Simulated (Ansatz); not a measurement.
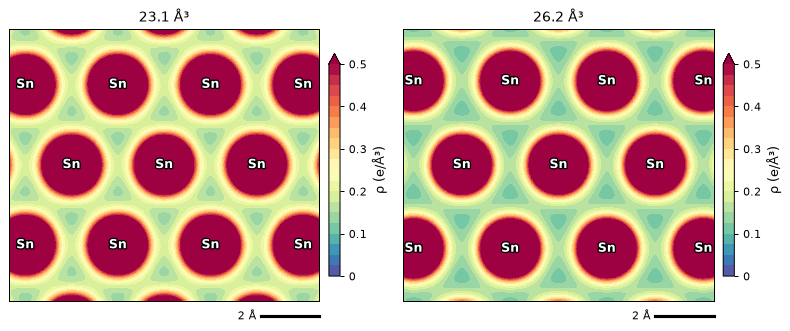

Sn. The valence electron density of cells scaled evenly to different volumes (given per atom above each panel), on the (001) plane of each (indices in the axes of the cell below), at one length scale and on one colour scale.

A generated structure, not necessarily the stable one.

Method: DFT, PBEsol, plane waves (420 eV) with PAW, scalar-relativistic in Ansatz.

Core electrons are frozen (PAW), and the valence fields are smoothed inside the atomic spheres.

The largest cell:

```cif
data_structure
_symmetry_space_group_name_H-M 'P 1'
_symmetry_Int_Tables_number 1
_cell_length_a 3.3149
_cell_length_b 3.3149
_cell_length_c 5.5129
_cell_angle_alpha 90.000
_cell_angle_beta 90.000
_cell_angle_gamma 120.000
_cell_volume 52.46
loop_
_atom_site_label
_atom_site_type_symbol
_atom_site_fract_x
_atom_site_fract_y
_atom_site_fract_z
_atom_site_occupancy
Sn1 Sn 0.33333 0.66667 0.25000 1
Sn2 Sn 0.66667 0.33333 0.75000 1
```

| volume (Å³/atom) | Sn–Sn contact in the plane (Å) | ρ at its midpoint (e/Å³) | 
| --- | --- | --- |
| 23.08 | 3.177 | 0.188 | 
| 24.13 | 3.224 | ? | 
| 26.23 | 3.315 | 0.154 | 

**What values belong in the row with question marks?**

Over the known rows ln ρ falls by 1.45 per Å of Sn–Sn distance (the line through the two), which gives 0.176 e/Å³ at 3.224 Å; the calculation gives 0.176 e/Å³.
